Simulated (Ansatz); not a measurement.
## ZnCd2Te2: geometry relaxation (part 2 of 3)

The same run, continued: ZnCd2Te2 (slab, 5 atoms in the cell); DFT PBE, scalar-relativistic, plane waves, PAW, PAW set soft_1, no spin polarisation (Ansatz 0.2.0); cutoff 420 eV, 6×6×1 k-mesh, Gaussian smearing of 0.05 eV. The structure derives from an entry of the Crystallography Open Database. The input holds or restrains some coordinates. Forces given for the steps count only the free coordinates.

Geometry of the input (Å; fractional positions):
```
4.6795  0.0000  0.0000
-2.3397  4.0525  0.0000
0.0000  0.0000  20.0807
Te 0.0000  0.0000  0.1992
Cd 0.3333  0.6667  0.2468
Te 0.3333  0.6667  0.4037
Cd 0.6667  0.3333  0.4273
Zn 1.1111  1.2222  0.5379
```

Log, continued:
```
SCF iter   1: F=—  HF=-33788.131309 eV  |F-HF|=—  |Δ(HF+E_count)|=         —  Δρ=4.50e-4  dr2=3.03e-3  ethr=6.08e-5  p=0.207 e·Å  D=9.82e-2 V/Å  ΔV_dip=-1.97 eV  dr2_dipole=1.15e-3  V_vac-E_F(+/−)=3.74/5.72 eV  ⟨swp⟩=6.6  Hψ=2019  notcnv=0  defer=47
efield: sawtooth ramp at fractional position 0.8485 (handed on by an earlier solve), width 0.0400; the density the first Hamiltonian is built on has a dipole p = 0.207 e·Å; the dipole correction subtracts the counter field D = 9.82e-2 V/Å, which shifts the + side's vacuum level by -1.97 eV against the − side's; the planar-averaged density in the ramp window peaks in size at 4.8e-6 e/Å³
preconditioner: auto → LDOS  [metal: Δε(μ)=0.001 eV  Ē_g=9.924 eV  σ=0.050 eV  W_gap=0.01  n_scr=66 (ndim 8)  ℏωp=13.2 eV  f_vac=0.514  D(μ)=1.25/eV (n_scr^D=4)  β→1.0]
SCF iter   2: F=—  HF=-33788.132974 eV  |F-HF|=—  |Δ(HF+E_count)|=   1.66e-3  Δρ=6.88e-4  dr2=8.71e-3  ethr=3.61e-6  p=0.234 e·Å  D=1.11e-1 V/Å  ΔV_dip=-2.23 eV  dr2_dipole=2.05e-3  V_vac-E_F(+/−)=3.49/5.72 eV  ⟨swp⟩=3.1  Hψ=1182  notcnv=0  defer=43
SCF iter   3: F=—  HF=-33788.130823 eV  |F-HF|=—  |Δ(HF+E_count)|=   2.15e-3  Δρ=1.09e-4  dr2=1.94e-4  ethr=3.61e-6  p=0.215 e·Å  D=1.02e-1 V/Å  ΔV_dip=-2.06 eV  dr2_dipole=3.67e-5  V_vac-E_F(+/−)=3.66/5.72 eV  ⟨swp⟩=2.3  Hψ=961  notcnv=0  defer=43
SCF iter   4: F=—  HF=-33788.130864 eV  |F-HF|=—  |Δ(HF+E_count)|=   4.13e-5  Δρ=4.60e-5  dr2=2.13e-5  ethr=2.31e-7  p=0.217 e·Å  D=1.03e-1 V/Å  ΔV_dip=-2.07 eV  dr2_dipole=1.83e-6  V_vac-E_F(+/−)=3.65/5.72 eV  ⟨swp⟩=2.0  Hψ=1050  notcnv=0  defer=43
SCF iter   5: F=—  HF=-33788.130860 eV  |F-HF|=—  |Δ(HF+E_count)|=   3.97e-6  Δρ=1.45e-5  dr2=3.49e-6  ethr=2.54e-8  p=0.217 e·Å  D=1.03e-1 V/Å  ΔV_dip=-2.07 eV  dr2_dipole=3.56e-7  V_vac-E_F(+/−)=3.64/5.72 eV  ⟨swp⟩=2.1  Hψ=1083  notcnv=0  defer=43
SCF iter   6: F=-33788.130860 eV  HF=-33788.130860 eV  |F-HF|=6.91e-8  |Δ(HF+E_count)|=   5.76e-7  Δρ=3.69e-6  dr2=1.12e-7  ethr=1.05e-9  p=0.217 e·Å  D=1.03e-1 V/Å  ΔV_dip=-2.07 eV  dr2_dipole=2.70e-8  V_vac-E_F(+/−)=3.64/5.72 eV  ⟨swp⟩=15.3  Hψ=3292  notcnv=0
SCF 5 converged in 6 iterations: F = -33788.130860 eV  dr2 = 1.12e-7
relax step   5: F+E_penalty+E_count = -33788.13085967 eV  Δ(F+E_penalty+E_count) = -7.455e-3 eV  max|allowed force component| = 1.225e-2 eV/Å  Δτ_max = 0.1983 Å  (6 SCF iters, dr2 threshold 8.85e-7 eV, accepted)
iter 1 solved again at ethr=1.34e-10 eV; its pass at ethr=3.10e-3 eV (dr2=1.12e-7 eV) is discarded
SCF iter   1: F=—  HF=-33788.130864 eV  |F-HF|=—  |Δ(HF+E_count)|=         —  Δρ=3.68e-6  dr2=1.12e-7  ethr=1.34e-10  p=0.217 e·Å  D=1.03e-1 V/Å  ΔV_dip=-2.07 eV  dr2_dipole=2.74e-8  V_vac-E_F(+/−)=3.64/5.72 eV  ⟨swp⟩=1.0  Hψ=1638  notcnv=0
efield: sawtooth ramp at fractional position 0.8485 (handed on by an earlier solve), width 0.0400; the density the first Hamiltonian is built on has a dipole p = 0.217 e·Å; the dipole correction subtracts the counter field D = 1.03e-1 V/Å, which shifts the + side's vacuum level by -2.07 eV against the − side's; the planar-averaged density in the ramp window peaks in size at 4.9e-6 e/Å³
preconditioner: auto → LDOS  [metal: Δε(μ)=0.001 eV  Ē_g=9.907 eV  σ=0.050 eV  W_gap=0.01  n_scr=66 (ndim 8)  ℏωp=13.2 eV  f_vac=0.514  D(μ)=1.25/eV (n_scr^D=4)  β→1.0]
SCF iter   2: F=-33788.130860 eV  HF=-33788.130860 eV  |F-HF|=8.20e-8  |Δ(HF+E_count)|=   4.10e-6  Δρ=3.21e-6  dr2=9.01e-8  ethr=1.19e-10  p=0.217 e·Å  D=1.03e-1 V/Å  ΔV_dip=-2.07 eV  dr2_dipole=1.98e-9  V_vac-E_F(+/−)=3.64/5.72 eV  ⟨swp⟩=4.0  Hψ=2786  notcnv=0
SCF 6 converged in 2 iterations: F = -33788.130860 eV  dr2 = 9.01e-8
relax step   6: F+E_penalty+E_count = -33788.13085970 eV  Δ(F+E_penalty+E_count) = -2.610e-8 eV  max|allowed force component| = 1.223e-2 eV/Å  Δτ_max = 0.0000 Å  (2 SCF iters, accepted)
SCF iter   1: F=—  HF=-33788.131196 eV  |F-HF|=—  |Δ(HF+E_count)|=         —  Δρ=1.19e-4  dr2=2.10e-4  ethr=3.23e-6  p=0.217 e·Å  D=1.03e-1 V/Å  ΔV_dip=-2.07 eV  dr2_dipole=9.08e-5  V_vac-E_F(+/−)=3.64/5.72 eV  ⟨swp⟩=6.4  Hψ=1785  notcnv=0  defer=46
efield: sawtooth ramp at fractional position 0.8485 (handed on by an earlier solve), width 0.0400; the density the first Hamiltonian is built on has a dipole p = 0.217 e·Å; the dipole correction subtracts the counter field D = 1.03e-1 V/Å, which shifts the + side's vacuum level by -2.07 eV against the − side's; the planar-averaged density in the ramp window peaks in size at 5.9e-6 e/Å³
preconditioner: auto → LDOS  [metal: Δε(μ)=0.001 eV  Ē_g=9.900 eV  σ=0.050 eV  W_gap=0.01  n_scr=66 (ndim 8)  ℏωp=13.2 eV  f_vac=0.513  D(μ)=1.25/eV (n_scr^D=4)  β→1.0]
SCF iter   2: F=—  HF=-33788.131282 eV  |F-HF|=—  |Δ(HF+E_count)|=   8.57e-5  Δρ=1.79e-4  dr2=5.60e-4  ethr=2.50e-7  p=0.224 e·Å  D=1.07e-1 V/Å  ΔV_dip=-2.14 eV  dr2_dipole=1.39e-4  V_vac-E_F(+/−)=3.58/5.72 eV  ⟨swp⟩=2.0  Hψ=1034  notcnv=0  defer=46
SCF iter   3: F=—  HF=-33788.131156 eV  |F-HF|=—  |Δ(HF+E_count)|=   1.26e-4  Δρ=3.11e-5  dr2=1.31e-5  ethr=2.50e-7  p=0.220 e·Å  D=1.04e-1 V/Å  ΔV_dip=-2.10 eV  dr2_dipole=1.14e-6  V_vac-E_F(+/−)=3.62/5.72 eV  ⟨swp⟩=2.0  Hψ=879  notcnv=0  defer=46
SCF iter   4: F=—  HF=-33788.131230 eV  |F-HF|=—  |Δ(HF+E_count)|=   7.39e-5  Δρ=1.22e-5  dr2=1.00e-6  ethr=1.56e-8  p=0.220 e·Å  D=1.05e-1 V/Å  ΔV_dip=-2.10 eV  dr2_dipole=6.88e-8  V_vac-E_F(+/−)=3.62/5.72 eV  ⟨swp⟩=2.0  Hψ=964  notcnv=0  defer=46
SCF iter   5: F=—  HF=-33788.131230 eV  |F-HF|=—  |Δ(HF+E_count)|=   1.48e-7  Δρ=5.03e-6  dr2=1.88e-7  ethr=1.19e-9  p=0.220 e·Å  D=1.05e-1 V/Å  ΔV_dip=-2.10 eV  dr2_dipole=8.82e-9  V_vac-E_F(+/−)=3.62/5.72 eV  ⟨swp⟩=2.0  Hψ=1061  notcnv=0  defer=46
SCF iter   6: F=-33788.131230 eV  HF=-33788.131230 eV  |F-HF|=3.91e-9  |Δ(HF+E_count)|=   4.01e-8  Δρ=9.81e-7  dr2=6.71e-9  ethr=1.19e-10  p=0.220 e·Å  D=1.05e-1 V/Å  ΔV_dip=-2.10 eV  dr2_dipole=1.49e-9  V_vac-E_F(+/−)=3.62/5.72 eV  ⟨swp⟩=14.2  Hψ=2961  notcnv=0
SCF 7 converged in 6 iterations: F = -33788.131230 eV  dr2 = 6.71e-9
relax step   7: F+E_penalty+E_count = -33788.13122997 eV  Δ(F+E_penalty+E_count) = -3.703e-4 eV  max|allowed force component| = 5.743e-4 eV/Å  Δτ_max = 0.0593 Å  (6 SCF iters, accepted)
```

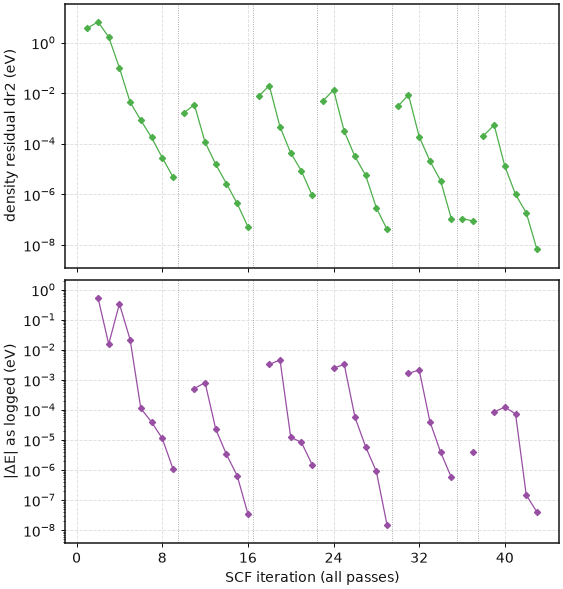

Fig. 1: Convergence of the self-consistent field: density residual dr2 and size of the energy change against the SCF iteration. The dotted lines part the SCF passes of the relaxation: geometry steps, rejected trials and re-solves on a re-selected basis. The 7 passes take 2 to 9 iterations each, 43 in all.

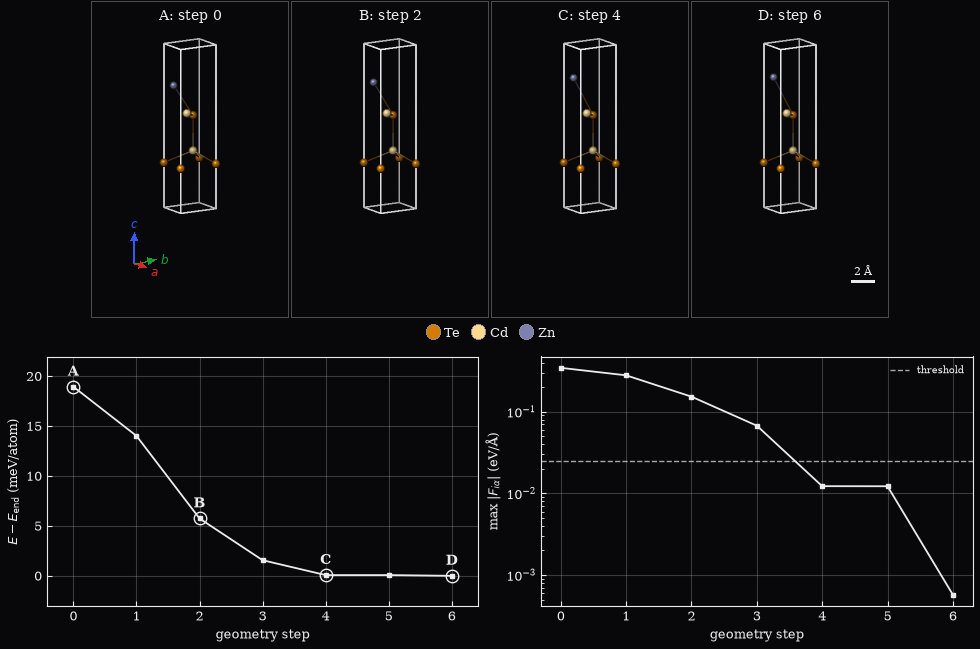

Fig. 2: Frames of the restrained relaxation (ball-and-stick view of the cell of the calculation, with the vacuum cut short, seen slightly off an axis) above the curves, on which the letters mark them (the first geometry is step 0 here and step 1 in the log).

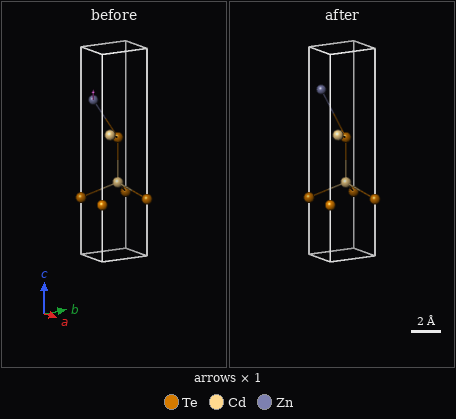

Fig. 3: Before (left) and after (right) the restrained relaxation, at one scale (ball-and-stick view of the cell of the calculation, with the vacuum cut short, seen slightly off an axis). The pink arrows give the displacements, at true length. The largest move is that of Zn5, 0.73 Å. Te and Cd stay in place. The lattice vectors keep their values. Distances before and after: Te3–Zn5 3.241 → 3.866 Å. Among the angles that change: Cd2–Te3–Zn5 146.2° → 152.2°, Cd4–Te3–Zn5 113.8° → 107.8°, Cd4–Te3–Zn5 65.3° → 67.5°. Over 6 geometry steps the energy falls by 18.9 meV per atom. The largest force component goes from 0.34 to 0.00057 eV/Å. (Atoms are counted from 1 in the order of the input.)

```
SCF converged after 6 iterations
Free energy (F): -33788.131230 eV
Harris-Foulkes:  -33788.131230 eV  (|F-HF|=3.91e-9)
Internal energy: -33788.129663 eV  (E = F + TS)
E sigma→0 (E₀):  -33788.130446 eV
Entropy (-TS):   -0.001567 eV (-0.313 meV/atom)
Fermi energy:    0.588661 eV
Dipole field:    D = 0.104632 V/Å  (p = 0.220192 e·Å, saw-weighted, corrected)
Work function:   Φ+ = 3.6165 eV   Φ− = 5.7176 eV
Levels:          The Fermi level and band energies are counted from a zero that moves with the ramp; work functions are not
--- Per-component energies (eV) ---
  E_band       = -2175.581550
  E_kinetic    = 1367.569184
  E_local      = -49626.636585  (includes V_loc(G=0)·N_el)
  E_nonlocal   = 1190.115439
  E_hartree    = 23928.658018
  E_xc         = -631.615113
  E_vxc        = -640.102282  (∫ρ·V_xc dr)
  E_paw        = -19438.190757  (= ΣΔE_a)
  E_vpaw       = -2325.837454  (= ΣTr[D̂ρ^β])
  E_aug_tail   = 0.000612  (compensation charges beyond the density's cutoff)
  E_efield     = 0.011520  (sawtooth field / dipole correction)
  E_vefield    = 1.997927  (∫n·V_field dr)
  E_ewald      = 9421.958021
  E_smearing   = -0.001567  (= −TS)
  E_closure    = 0.000000  (closes the sum)
  Σ components = -33788.131230   (vs F -33788.131230, Δ=0.00e0)
--- Forces (eV/Å), atoms counted from 1 ---
  atom   1  Te    -0.00000000     0.00346232     0.44064751
  atom   2  Cd    -0.00000000     0.00286172    -0.41300293
  atom   3  Te    -0.00000000     0.06950628    -0.15446817
  atom   4  Cd     0.00000000    -0.03427121     0.12623442
  atom   5  Zn     0.00000000    -0.04155597     0.00057429
  max |Σ_I F_I| component: 1.49e-5 eV/Å
--- Band table (eV; the first three rows and the last of 13) ---
  k-point 0: bands = ["-103.0010", "-101.3464", "-64.0912", "-64.0393", "-64.0391", "-62.4416", "-62.3799", "-62.3798", "-36.7990", "-36.7988", "-36.7187", "-36.7159", "-36.7001", "-35.0299", "-35.0299", "-34.9729", "-34.9725", "-34.9561", "-11.6972", "-9.5902", "-9.1685", "-9.1675", "-8.8711", "-8.8666", "-8.7031", "-7.3764", "-7.3760", "-7.2155", "-7.2152", "-7.2141", "-6.1306", "-6.1271", "-6.1260", "-6.1200", "-6.1130", "-3.6420", "-2.2125", "-1.2622", "-1.2568", "-0.7263", "0.3080", "0.5884", "0.5889", "2.0408", "2.6678", "3.9255", "4.1539", "4.4617", "5.1284", "5.3817", "5.5919"]
  k-point 1: bands = ["-103.0010", "-101.3464", "-64.0912", "-64.0393", "-64.0391", "-62.4416", "-62.3799", "-62.3798", "-36.7991", "-36.7988", "-36.7187", "-36.7159", "-36.7000", "-35.0299", "-35.0298", "-34.9729", "-34.9725", "-34.9561", "-11.6240", "-9.5342", "-9.1346", "-9.1301", "-8.8809", "-8.8721", "-8.6714", "-7.3612", "-7.3525", "-7.2242", "-7.2111", "-7.1574", "-6.1321", "-6.1234", "-6.1233", "-6.1200", "-6.1154", "-3.5707", "-2.5817", "-2.0893", "-1.5912", "-0.7902", "-0.1619", "0.3336", "1.2556", "2.4275", "3.0893", "3.7927", "4.1173", "4.3383", "4.5773", "5.0925", "5.5655"]
  k-point 2: bands = ["-103.0010", "-101.3464", "-64.0912", "-64.0393", "-64.0391", "-62.4416", "-62.3799", "-62.3798", "-36.7994", "-36.7987", "-36.7187", "-36.7160", "-36.6998", "-35.0299", "-35.0296", "-34.9730", "-34.9725", "-34.9560", "-11.4782", "-9.4261", "-9.0674", "-9.0286", "-8.9035", "-8.8729", "-8.5757", "-7.3363", "-7.3103", "-7.2332", "-7.1964", "-6.9914", "-6.1357", "-6.1227", "-6.1211", "-6.1180", "-6.1134", "-4.3641", "-2.9959", "-2.1694", "-2.1323", "-1.4175", "-0.1566", "-0.0985", "1.5214", "2.1517", "2.5805", "3.4231", "4.0517", "4.3281", "4.9454", "5.5341", "5.9944"]
  k-point 12: bands = ["-103.0010", "-101.3464", "-64.0912", "-64.0393", "-64.0391", "-62.4416", "-62.3799", "-62.3798", "-36.7993", "-36.7990", "-36.7188", "-36.7159", "-36.6997", "-35.0299", "-35.0296", "-34.9729", "-34.9726", "-34.9559", "-11.4057", "-9.3753", "-9.0386", "-8.9790", "-8.9141", "-8.8743", "-8.4810", "-7.3339", "-7.2866", "-7.2326", "-7.1951", "-6.8614", "-6.1357", "-6.1283", "-6.1187", "-6.1167", "-6.1123", "-4.7273", "-3.1464", "-2.8835", "-2.0177", "-1.2666", "-0.7970", "-0.0157", "1.1193", "2.6048", "3.0155", "3.3079", "3.7225", "4.2344", "5.1396", "5.6701", "5.7834"]
--- Relaxed structure (7 steps of the walk, 7 accepted, 0 SCFs on fresh bases) ---
  F+E_penalty+E_count = -33788.13122997 eV   max|allowed force component| = 5.743e-4 eV/Å
  atoms:
    - { symbol: Te, position: [0.0, 0.0, 0.1991959646] }
    - { symbol: Cd, position: [0.33333333335, 0.6666666667000001, 0.2467634796] }
    - { symbol: Te, position: [0.33333333335, 0.6666666667000001, 0.4037116126] }
    - { symbol: Cd, position: [0.6666666666500001, 0.33333333330000003, 0.4273116019] }
    - { symbol: Zn, position: [1.1111111110999998, 1.2222222222, 0.574051035924171] }
```

Trajectory as extended XYZ (Å, eV, eV/Å), 7 frames, from step=1 to step=7:
```
5
Lattice="4.6795 0.0000 0.0000 -2.3397 4.0525 0.0000 0.0000 0.0000 20.0807" Properties=species:S:1:pos:R:3:forces:R:3 step=1 energy=-33788.03654
Te    0.0000    0.0000    4.0000    0.0000   0.0070   0.4285
Cd    0.0000    2.7017    4.9552    0.0000   0.0123  -0.3731
Te    0.0000    2.7017    8.1068    0.0000   0.2973  -0.6136
Cd    2.3397    1.3508    8.5807    0.0000  -0.0920   0.2136
Zn    2.3397    4.9531   10.8007    0.0000  -0.2245   0.3445
5
Lattice="4.6795 0.0000 0.0000 -2.3397 4.0525 0.0000 0.0000 0.0000 20.0807" Properties=species:S:1:pos:R:3:forces:R:3 step=2 energy=-33788.06114
Te    0.0000    0.0000    4.0000    0.0000   0.0068   0.4307
Cd    0.0000    2.7017    4.9552    0.0000   0.0108  -0.3785
Te    0.0000    2.7017    8.1068    0.0000   0.2570  -0.5369
Cd    2.3397    1.3508    8.5807    0.0000  -0.0846   0.2055
Zn    2.3397    4.9531   10.8798    0.0000  -0.1900   0.2791
5
Lattice="4.6795 0.0000 0.0000 -2.3397 4.0525 0.0000 0.0000 0.0000 20.0807" Properties=species:S:1:pos:R:3:forces:R:3 step=3 energy=-33788.10250
Te    0.0000    0.0000    4.0000    0.0000   0.0060   0.4341
Cd    0.0000    2.7017    4.9552    0.0000   0.0075  -0.3895
Te    0.0000    2.7017    8.1068    0.0000   0.1773  -0.3800
Cd    2.3397    1.3508    8.5807    0.0000  -0.0669   0.1826
Zn    2.3397    4.9531   11.0748    0.0000  -0.1240   0.1529
5
Lattice="4.6795 0.0000 0.0000 -2.3397 4.0525 0.0000 0.0000 0.0000 20.0807" Properties=species:S:1:pos:R:3:forces:R:3 step=4 energy=-33788.12340
Te    0.0000    0.0000    4.0000    0.0000   0.0049   0.4374
Cd    0.0000    2.7017    4.9552    0.0000   0.0051  -0.4005
Te    0.0000    2.7017    8.1068    0.0000   0.1200  -0.2621
Cd    2.3397    1.3508    8.5807    0.0000  -0.0511   0.1578
Zn    2.3397    4.9531   11.2698    0.0000  -0.0790   0.0674
5
Lattice="4.6795 0.0000 0.0000 -2.3397 4.0525 0.0000 0.0000 0.0000 20.0807" Properties=species:S:1:pos:R:3:forces:R:3 step=5 energy=-33788.13086
Te    0.0000    0.0000    4.0000    0.0000   0.0038   0.4399
Cd    0.0000    2.7017    4.9552    0.0000   0.0033  -0.4103
Te    0.0000    2.7017    8.1068    0.0000   0.0791  -0.1752
Cd    2.3397    1.3508    8.5807    0.0000  -0.0377   0.1333
Zn    2.3397    4.9531   11.4681    0.0000  -0.0484   0.0123
5
Lattice="4.6795 0.0000 0.0000 -2.3397 4.0525 0.0000 0.0000 0.0000 20.0807" Properties=species:S:1:pos:R:3:forces:R:3 step=6 energy=-33788.13086
Te    0.0000    0.0000    4.0000    0.0000   0.0038   0.4399
Cd    0.0000    2.7017    4.9552    0.0000   0.0033  -0.4103
Te    0.0000    2.7017    8.1068    0.0000   0.0790  -0.1751
Cd    2.3397    1.3508    8.5807    0.0000  -0.0377   0.1332
Zn    2.3397    4.9531   11.4681    0.0000  -0.0484   0.0122
5
Lattice="4.6795 0.0000 0.0000 -2.3397 4.0525 0.0000 0.0000 0.0000 20.0807" Properties=species:S:1:pos:R:3:forces:R:3 step=7 energy=-33788.13123
Te    0.0000    0.0000    4.0000    0.0000   0.0035   0.4406
Cd    0.0000    2.7017    4.9552    0.0000   0.0029  -0.4130
Te    0.0000    2.7017    8.1068    0.0000   0.0695  -0.1545
Cd    2.3397    1.3508    8.5807    0.0000  -0.0343   0.1262
Zn    2.3397    4.9531   11.5274    0.0000  -0.0416   0.0006
```

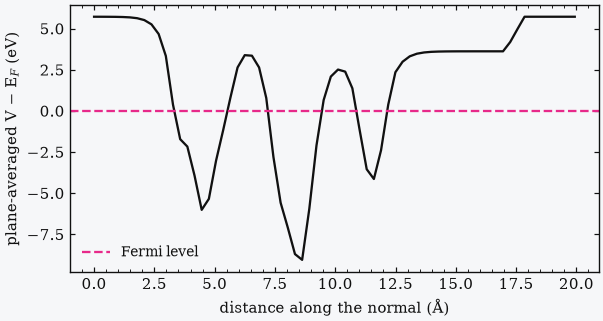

Fig. 4: Plane average of the electrostatic potential energy of an electron across the cell, from the Fermi level. The vacuum level lies 3.62 eV above the Fermi level on the upper side and 5.72 eV on the lower.
